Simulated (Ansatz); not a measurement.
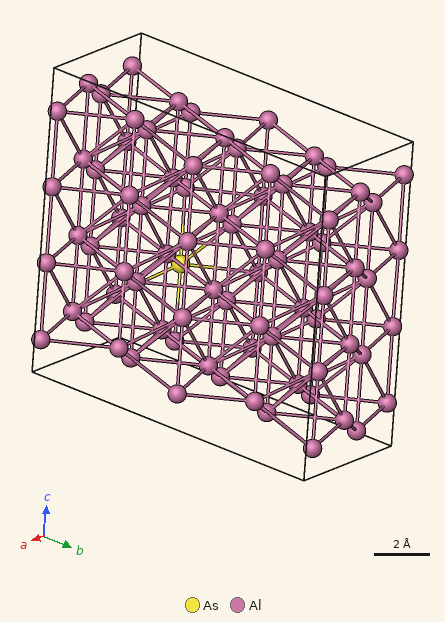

Figure 1. The structure (ball-and-stick view of the cell of the calculation, seen slightly off an axis). An atom can appear more than once, as a periodic image. Near neighbours in the periodic cell (some may lie outside the picture): As has 12 Al at 2.80 to 3.00 Å; Al has 12 Al at 2.79 to 2.94 Å; Al has 11 Al at 2.79 to 2.99 Å and 1 As at 2.80 to 3.00 Å.

# Al$_{63}$As: single-point calculation (part 1 of 2)

Al$_{63}$As (defect cell, 64 atoms in the cell), computed with DFT PBE, scalar-relativistic, plane waves, PAW, spin-polarised (Ansatz 0.2.0).

The structure derives from a Materials Project entry.

The program's output
```
Warning: checkpoint.read: spin seed differs: saved 126907ea28ae…, current ec00cef56297…; the loaded state replaces the seed-built initial guess (but the starting_ns of a DFT+U solve that opens without the state's occupation matrices), so the run may converge into the producing seed's basin, or, where the symmetry group that follows from this deck's starting moments and starting_ns does not hold the saved magnetisation, lose that magnetisation at its first build. Where atoms have moved since the state was saved, this difference can also decide whether moments are moved with them. A self-consistent run of this deck without the state starts from its starting moments and, under a DFT+U term, its starting_ns
scf.n_extra_bands = 23 over 102 filled bands (N_el = 204.0): the run solves 125 bands
Engine: ansatz 0.2.0, aarch64-unknown-linux-gnu
Pseudopotentials: kind: paw
Pseudopotential: As, paw, valence charge 15, recommended cutoff 420 eV (normal), As.paw.azcp
Pseudopotential: Al, paw, valence charge 3, recommended cutoff 420 eV (normal), Al.paw.azcp
Functional definition: PBE
  parameter kappa = 0.804
  parameter beta = 0.06672455060314922
  exchange = pbe_x(kappa = kappa, mu = beta*pi^2/3)
  correlation = pbe_c(beta = beta)
Crystal: 64 atoms, lattice volume = 1066.841 Å³
Basis set: ecut = 420 eV, 20787 PW (Γ), exchange–correlation on 160×160×160 points (8 copies of the dense FFT grid, shifted against one another)
Bands: 125, of which v1, the nominal top of the filled ones, is band 102 counted from 1 (101 counted from 0)
Symmetry: 1 space group operations
Space group: P1 (ITA 1), of the structure as read, at distance tolerance 1.0e-4 Å
k-points: 8
Non-local potential: As, projectors of the file, l = 0: 2, l = 1: 2, l = 2: 3, l = 3: 1
Non-local potential: Al, projectors of the file, l = 0: 2, l = 1: 2, l = 2: 1
PAW form: soft (Blöchl's): semilocal exchange-correlation on the pseudo side does not see the compensation charge
PAW one-centre angular grid: As, 590 points (default); XC on 64 Gauss nodes
PAW one-centre angular grid: Al, 110 points (default); XC on 64 Gauss nodes
Initial density: read from a saved state, or passed on in memory by an earlier SCF of this step, an earlier step, the calling program or the single point that the run made first
Stability of the state it starts from, as read at its close in the collinear treatment: not read negative (Ritz values of 1 − χ₀K, real part plus size of imaginary part, from 0.45 to 0.68, by its mixing steps under no symmetry); its run was given moments
Initial wavefunctions: pseudopotential atomic-orbital guess
Functional: x = pbe(κ = 0.804, μ = 0.2195149727645171), c = pbe(β = 0.06672455060314922)
iter 1 solved again at ethr=5.35e-8 eV; its pass at ethr=3.10e-3 eV (dr2=1.09e-4 eV) is discarded
SCF iter   1: F=—  HF=-38715.413027 eV  |F-HF|=—  |Δ(HF+E_count)|=         —  Δρ=1.76e-7 (↑1.59e-7 ↓1.76e-7)  dr2=2.76e-9  dr2_m=1.16e-10  M=0.000 μB ∫|m|=0.000 μB  β_m=0.30  ethr=5.35e-8  ⟨swp⟩=4.6  Hψ=15464  notcnv=0
eigensolver tolerance schedule: the retry pair's looser diagonalisation over-reported the residual by 39475.80 of it (diagonalisation noise at 2.14 of the residual, at the tolerance the schedule requests for it); recorded, not acted on — ethr = c·dr2/N_el stays at c = 1.0e-1
preconditioner: auto → Kerker (q_TF=auto, 2.071 Å⁻¹)  [metal: Δε(μ)=0.035 eV  Ē_g=5.222 eV  σ=0.050 eV  W_gap=0.38  n_scr=166 (ndim 8)  ℏωp=15.8 eV  f_vac=0.000  D(μ)=46.28/eV (n_scr^D=360)]
spin=Collinear: Kerker preconditioning applied to the charge; magnetization (m = ρ↑ − ρ↓) channel mixes plain (no charge-response kernel on spin).
SCF iter   2: F=—  HF=-38715.413084 eV  |F-HF|=—  |Δ(HF+E_count)|=   5.70e-5  Δρ=9.93e-8 (↑9.93e-8 ↓9.14e-8)  dr2=2.18e-10  dr2_m=7.52e-11  M=0.000 μB ∫|m|=0.000 μB  β_m=0.28  ethr=1.35e-12  ⟨swp⟩=12.2  Hψ=7629  notcnv=0
SCF iter   3: F=-38715.413084 eV  HF=-38715.413084 eV  |F-HF|=9.46e-11  |Δ(HF+E_count)|=  1.02e-10  Δρ=8.33e-8 (↑8.33e-8 ↓7.83e-8)  dr2=1.14e-10  dr2_m=5.60e-11  M=0.000 μB ∫|m|=0.000 μB  ethr=1.00e-12  ⟨swp⟩=1.0  Hψ=4080  notcnv=0
SCF 1 converged in 3 iterations: F = -38715.413084 eV  dr2 = 1.14e-10
  greatest PAW one-centre occupation: 0.999 electrons in one spin orbital (limit 2), on the As atom at site 0 (counted from 0), in its partial waves of l = 2
NSCF: frozen V_eff on 8 k-points
SCF converged after 3 iterations
Magnetization: 0.0001 μB (102.0000 up, 102.0000 down)
Absolute magnetization: 0.0001 μB (∫|ρ↑−ρ↓|, with the PAW one-centre terms)
Spin contamination: 0.0000 ħ² per cell (⟨S²⟩ above its minimum at these occupations)
Per-site moments (μB) at R_I (Å): [(1.3977843148665393e-6, 1.153710572109613), (1.6639437462666571e-6, 1.1584838154676347), (1.756331480821061e-7, 1.1568377270386296), (1.67170075580641e-6, 1.1578650739058958), (7.204615584666579e-7, 1.155443594860143), (-5.752380756968886e-7, 1.1489178315936313), (7.21749471241545e-7, 1.1575664509826873), (7.855784944094132e-7, 1.15812268722447), (-2.2609313185652423e-7, 1.1519228984785752), (7.70670025295038e-7, 1.1575664509826873), (-5.843581045244711e-7, 1.15437227271542), (1.1486923270527195e-6, 1.1556942098013505), (-5.155264685048338e-8, 1.1567203304544655), (1.1435692978050928e-6, 1.1550523178725174), (2.8296706288962773e-7, 1.1515791051415982), (1.3673052524523548e-6, 1.1565532719871328), (2.9470766484787036e-7, 1.1489178315936313), (-6.173520349947377e-7, 1.151109560217429), (6.622029735059025e-7, 1.155443594860143), (2.306640667094869e-7, 1.1523073213569717), (7.107589136168988e-7, 1.1560105015616233), (-1.275383492508379e-7, 1.151109560217429), (-1.0290145417336431e-6, 1.1551773333731439), (7.303017781928614e-7, 1.1577805574219435), (-1.0809368053269476e-6, 1.1519228984785752), (1.1838574550201417e-6, 1.1550523178725174), (-8.248818299519292e-8, 1.1547682387852543), (1.178098125838117e-6, 1.1556942098013505), (-5.847515171405546e-7, 1.1531306710655032), (1.3614747992612861e-6, 1.1566143557592687), (-1.472067988533509e-7, 1.1523073213569717), (6.559182315635246e-7, 1.1560105015616233), (4.0137059721760673e-7, 1.15419989536724), (8.053766483257868e-7, 1.1560581991600947), (7.655790681319819e-7, 1.1551499189841392), (8.213231584414506e-7, 1.1553820294940043), (3.297558245135657e-7, 1.1515512181013015), (3.28854935005691e-7, 1.1517706378343697), (4.300213621138001e-7, 1.1515512181013015), (9.98655899900097e-8, 1.1594329822023313), (6.462339045824245e-8, 1.159972918866571), (4.7281286712104035e-7, 1.1539765982441028), (6.406565494209031e-7, 1.1552123135780115), (6.011050891207981e-7, 1.1576929902039026), (5.5616378396959e-7, 1.155945018000206), (6.871109532133103e-7, 1.1542922436048562), (7.210944841298967e-7, 1.1551499189841392), (7.827549354025068e-7, 1.1560581991600947), (7.122354058463418e-7, 1.1530135268726263), (3.309919488962967e-7, 1.152755143454651), (1.294162984399746e-7, 1.1595950868679437), (8.051749000341058e-7, 1.1552123135780115), (1.5528948397585693e-7, 1.1559466750001943), (1.4499904356939173e-7, 1.1559229446128751), (4.0756714364480023e-7, 1.1517706378343697), (4.374448201297092e-7, 1.1547854339109866), (3.9199605905288817e-7, 1.152755143454651), (5.674202038902381e-7, 1.1569690493290228), (5.324528380421638e-7, 1.156587964115516), (6.26480424098631e-7, 1.1551556287824125), (5.991607212683688e-7, 1.1530135268726263), (7.544818264972596e-7, 1.1542922436048562), (1.4054505238475794e-7, 1.1563125450430263), (3.1728733862608476e-7, 1.1547854339109866)]
Free energy (F): -38715.413084 eV
Harris-Foulkes:  -38715.413084 eV  (|F-HF|=9.46e-11)
Internal energy: -38715.355231 eV  (E = F + TS)
E sigma→0 (E₀):  -38715.384157 eV
Entropy (-TS):   -0.057853 eV (-0.904 meV/atom)
Fermi energy:    7.857630 eV
--- Per-component energies (eV) ---
  E_band       = 398.111364
  E_kinetic    = 1530.462607
  E_local      = -2357.374835  (includes V_loc(G=0)·N_el)
  E_nonlocal   = -21.599019
  E_hartree    = 1571.365551
  E_xc         = -2579.186044
  E_vxc        = -1899.411969  (∫ρ·V_xc dr)
  E_paw        = -31275.548126  (= ΣΔE_a)
  E_vpaw       = 3.303355  (= ΣTr[D̂ρ^β])
  E_aug_tail   = -0.000124  (compensation charges beyond the density's cutoff)
  E_ewald      = -5583.475240
  E_smearing   = -0.057853  (= −TS)
  E_closure    = 0.000000  (closes the sum)
  Σ components = -38715.413084   (vs F -38715.413084, Δ=0.00e0)
--- Forces (eV/Å), atoms counted from 1 ---
  atom   1  As     0.00020565     0.00654748    -0.00228235
  atom   2  Al     0.00147914     0.00433116     0.00498906
  atom   3  Al     0.00210055     0.00910390    -0.00488797
  atom   4  Al     0.00472012    -0.00053700    -0.00509715
  atom   5  Al    -0.00005119    -0.03438425    -0.01461914
  atom   6  Al    -0.03456485    -0.01993821    -0.02023488
  atom   7  Al    -0.00337108     0.01281782    -0.00591343
  atom   8  Al     0.00763134    -0.02272763     0.03232865
  atom   9  Al     0.00508613    -0.00994009    -0.00112123
  atom  10  Al    -0.00079800    -0.01483463     0.00962604
  atom  11  Al    -0.00663159    -0.00291523     0.00735202
  atom  12  Al    -0.02660951     0.00958856     0.02007228
  atom  13  Al     0.02617597     0.01561435     0.00309635
  atom  14  Al    -0.02302138    -0.00924777     0.00427737
  atom  15  Al     0.01830318    -0.01414414    -0.00438858
  atom  16  Al     0.00289552    -0.00373662    -0.00100921
  atom  17  Al     0.01182522    -0.01494913    -0.00294314
  atom  18  Al     0.01714377     0.02172706     0.00870319
  atom  19  Al     0.02220515     0.01533252    -0.00937685
  atom  20  Al     0.01390765    -0.00001780     0.00582619
  atom  21  Al     0.01104102    -0.03613354    -0.00590386
  atom  22  Al    -0.02157999    -0.00251843    -0.00775185
  atom  23  Al    -0.01765820    -0.00756377     0.00542134
  atom  24  Al     0.00125806     0.02251032     0.01240008
  atom  25  Al     0.00808721     0.00816891    -0.00230505
  atom  26  Al    -0.00608626     0.01316173     0.01986819
  atom  27  Al    -0.00423529    -0.01491027     0.01377119
  atom  28  Al    -0.00527080     0.01442815     0.00677001
  atom  29  Al    -0.00588552     0.00609403     0.01359930
  atom  30  Al    -0.00673172     0.00110405     0.00585264
  atom  31  Al    -0.01536914     0.01713587     0.00219356
  atom  32  Al     0.02725060     0.02069844    -0.00658306
  atom  33  Al     0.01141080    -0.01554897     0.01006883
  atom  34  Al    -0.02728414     0.00701455     0.00404331
  atom  35  Al    -0.00579918     0.02764459     0.01774686
  atom  36  Al    -0.02656148     0.01243563     0.00443399
  atom  37  Al     0.01760274    -0.00134063    -0.01077173
  atom  38  Al     0.01884465    -0.01070304    -0.01179070
  atom  39  Al    -0.00815744     0.01161541     0.00206419
  atom  40  Al    -0.00145934     0.00692167    -0.01616518
  atom  41  Al    -0.01577513     0.00745494    -0.00816868
  atom  42  Al     0.04810969    -0.04336660     0.00915310
  atom  43  Al     0.00502382     0.00195598    -0.00636853
  atom  44  Al     0.00393887    -0.00647302    -0.00862070
  atom  45  Al    -0.00378533    -0.01810283     0.00121927
  atom  46  Al    -0.00837119     0.00727833    -0.01661959
  atom  47  Al    -0.01159149    -0.01762595     0.01936258
  atom  48  Al     0.01502380     0.00351675     0.01238341
  atom  49  Al    -0.02479681    -0.00857210     0.00003274
  atom  50  Al     0.01795183     0.00428192    -0.02224275
  atom  51  Al     0.01957476     0.01774170     0.00764588
  atom  52  Al    -0.01682879     0.01413240     0.00421540
  atom  53  Al    -0.00546657    -0.04317013     0.00318280
  atom  54  Al     0.00596961    -0.00213636     0.00346526
  atom  55  Al    -0.03908103     0.01880928    -0.03481736
  atom  56  Al    -0.01652695     0.03099875     0.00467035
  atom  57  Al     0.00320078    -0.00235326    -0.02711165
  atom  58  Al     0.00835586     0.00484209    -0.01071445
  atom  59  Al     0.02121925     0.00401033     0.00502058
  atom  60  Al    -0.01050993    -0.01321946    -0.01681052
  atom  61  Al    -0.00298615     0.00739600    -0.00685642
  atom  62  Al     0.00392610     0.00763232     0.00081605
  atom  63  Al     0.03665288     0.00215518    -0.01057964
  atom  64  Al    -0.01527696    -0.00509091     0.01638273
  max |Σ_I F_I| component: 8.49e-7 eV/Å
--- Band table (eV; the first three rows and the last of 16) ---
  k-point 0 ↑: bands = ["-28.1597", "-28.1596", "-28.1550", "-28.1550", "-28.1525", "-4.2888", "-2.8953", "-1.5892", "-1.5816", "-1.5810", "-1.4385", "-1.2294", "-1.2104", "-1.2062", "-1.1929", "-1.1902", "-1.1871", "-1.1750", "-0.3792", "-0.0740", "-0.0709", "-0.0213", "0.6920", "1.3943", "1.5225", "1.6700", "1.7092", "1.7318", "1.8210", "1.8299", "1.8404", "1.8418", "1.8502", "1.8529", "1.8597", "1.8609", "1.8679", "1.8723", "1.8852", "1.8854", "2.5860", "2.7565", "2.8511", "2.8935", "2.9177", "2.9263", "2.9406", "2.9737", "2.9785", "2.9930", "3.0187", "3.0662", "3.9214", "3.9635", "3.9740", "4.0240", "4.1400", "4.1451", "4.1962", "4.3474", "4.4272", "4.5122", "4.5803", "4.6483", "4.7038", "4.7187", "4.7765", "4.7868", "4.8064", "4.8082", "4.8190", "4.8520", "4.8556", "4.8594", "4.8625", "4.8714", "6.4518", "6.6299", "6.9378", "7.1020", "7.1734", "7.2680", "7.4315", "7.4731", "7.5604", "7.5614", "7.7181", "7.7245", "7.7346", "7.7386", "7.7443", "7.7501", "7.7530", "7.7557", "7.7567", "7.7592", "7.7634", "7.7681", "7.7892", "7.8037", "7.8098", "7.8136", "7.8207", "7.8291", "7.8331", "7.8383", "8.1111", "8.2586", "8.3511", "8.3752", "8.4754", "8.4909", "8.5260", "8.5288", "8.5333", "8.5465", "8.5544", "8.5711", "8.9724", "9.1737", "9.2520", "9.2860", "9.2948", "9.3121", "9.3293"]
```
